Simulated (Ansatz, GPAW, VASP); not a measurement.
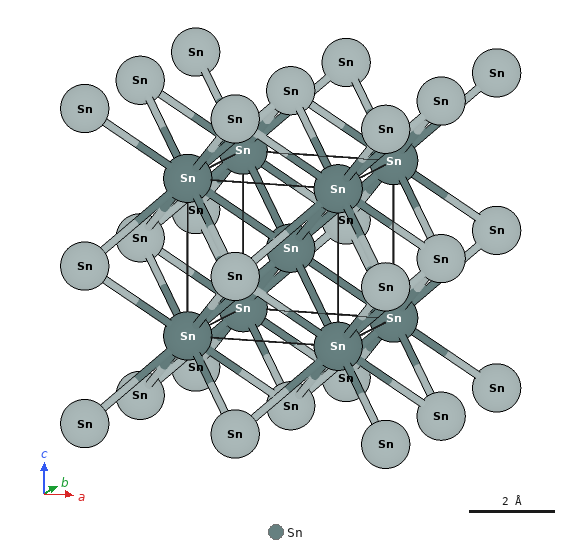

Sn, body-centred cubic (W type), space group Im-3m (No. 229), a = 3.789 Å, b = 3.789 Å, c = 3.789 Å, α = 90.00°, β = 90.00°, γ = 90.00° (27.20 Å³/atom). This ball-and-stick model is shown slightly off an axis. The parallelepiped is the conventional unit cell. Every bond is drawn to its end, so some atoms lie outside the box, in fainter colours. The cell is a structure listed in the Materials Project. This isn't the form of Sn at room conditions, which is tetragonal (white tin).

The cell was scaled uniformly, at fixed shape and fractional positions, in four programs or potential sets. Alike in all runs: functional PBE; k mesh 10 × 10 × 10 on the run's cell of 1 atom; occupations fermi-dirac, width 0.05 eV; no spin polarisation; no spin-orbit coupling.

Energies from VASP (PBE potentials, release 64 Sn_d):

| volume (Å³/atom) | E − E(lowest point) (meV/atom) |
| --- | --- |
| 25.573 | 23.39 |
| 26.117 | 11.91 |
| 26.661 | 4.51 |
| 27.205 | 0.66 |
| 27.749 | 0.00 |
| 28.293 | 2.18 |
| 28.837 | 6.91 |

> Fit a third-order Birch-Murnaghan equation of state to these points.

V0 = 27.59 Å³/atom (a0 = 3.807 Å), B0 = 43.8 GPa and B0′ = 4.9. V0 lies 1.4 % above the volume of the cell as given.

The same fit in all programs:

```tsv
program	V0 (Å³/atom)	a0 (Å)	B0 (GPa)	B0′
VASP (PBE potentials, release 64 Sn_d)	27.59	3.807	43.8	4.9
Ansatz (Ansatz PAW soft_1)	27.59	3.807	43.8	4.9
Ansatz LAPW (all-electron)	?	?	?	?
GPAW (PAW data 1.2.1)	27.45	3.801	44.2	5.0
```

> What does Ansatz LAPW (all-electron) give?

V0 = 27.59 Å³/atom, a0 = 3.807 Å, B0 = 43.8 GPa and B0′ = 4.9. The other rows span 27.45 to 27.59 Å³/atom and 43.8 to 44.2 GPa.

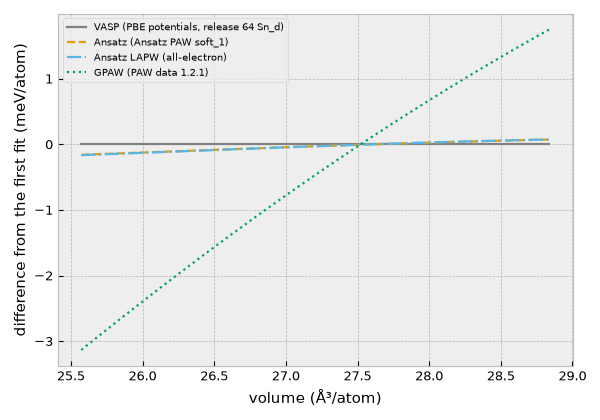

Each fitted curve, counted from its own minimum, less that of VASP (PBE potentials, release 64 Sn_d). With one functional throughout, the spread comes from potentials, basis sets and numerical settings; B0′ is uncertain by a few tenths over so narrow a range.
